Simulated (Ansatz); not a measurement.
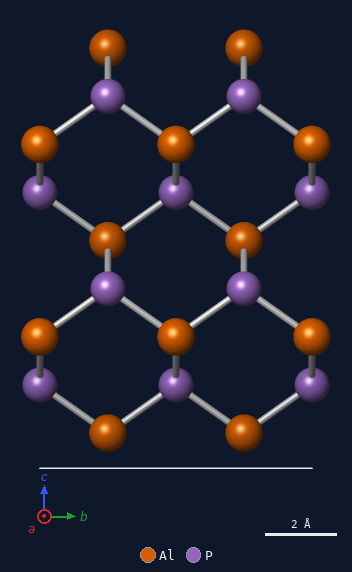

A slab of composition Al5P4 (cut from the F-43m phase), before the relaxation. A ball-and-stick model of the 2 × 2 repeat of the cell, outlined in the plane, without the vacuum, seen along the a axis.

Case: (1 0 0) slab, atoms relaxed. The slab is the (1 0 0) face of AlP.

Level of theory: DFT PBEsol, scalar-relativistic, plane waves, PAW (Ansatz 0.2.0).

Input
```yaml
crystal:
  lattice:
    - [3.8681183919, 0.0, 0.0]
    - [0.0, 3.8681183919, 0.0]
    - [0.0, 0.0, 25.9406909813]
  atoms:
    - { symbol: Al, position: [0.5, 0.5, 0.2891210572] }
    - { symbol: P, position: [0.5, 0.0, 0.3418407929] }
    - { symbol: Al, position: [0.0, 0.0, 0.3945605286] }
    - { symbol: P, position: [0.0, 0.5, 0.4472802643] }
    - { symbol: Al, position: [0.5, 0.5, 0.5] }
    - { symbol: P, position: [0.5, 0.0, 0.5527197357] }
    - { symbol: Al, position: [0.0, 0.0, 0.6054394714] }
    - { symbol: P, position: [0.0, 0.5, 0.6581592071] }
    - { symbol: Al, position: [0.5, 0.5, 0.7108789428] }
basis:
  ecutwfc: 420
kpoints:
  mp_grid: { grid: [7, 7, 1] }
hamiltonian:
  xc: pbesol
scf:
  occupations: { method: gaussian, width: 0.05 }
output:
  forces: true
  eigenvalues: true
  write_density: true
  write_potential: true
  elf: true
  volumetric_format: npy
relax:
  adjacent_minimum: "off"
  f_tol: 0.02
  max_steps: 60
efield:
  axis: 3
  dipole_correction: true
  ramp_width: 0.04
```

Launched with:
```bash
ansatz run input.yaml --threads 1 --pin off --max-ram 2560MiB --backend cpu --events-out ev --progress --plain --runs-dir out
```

> Where does the relaxation end?

The energy falls by 17.0 meV per cell of the calculation in 3 geometry steps. Largest force component: 0.27 eV/Å at the start, 0.0019 eV/Å at the end. The largest moves relative to the layer's centre, 0.061 Å, are those of Al1 and Al9. Al1 goes along the normal (−c). By element the largest moves are Al 0.061 Å, P 0.003 Å. The cell stays as it was. Near-neighbour distances that change, for instance: Al1–P2 2.369 → 2.402 Å. Among the angles between lasting bonds that change: Al9–P8–Al9 109.5° → 107.2°, P8–Al9–P8 109.5° → 107.2°. The run took 83 s on 1 thread of Arm Neoverse V2 (shared host), peak memory 0.52 GiB.

The end point in the same view:

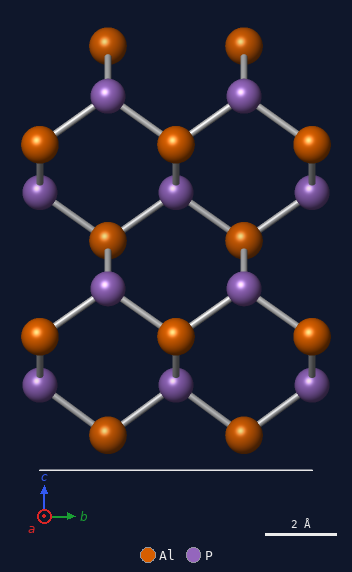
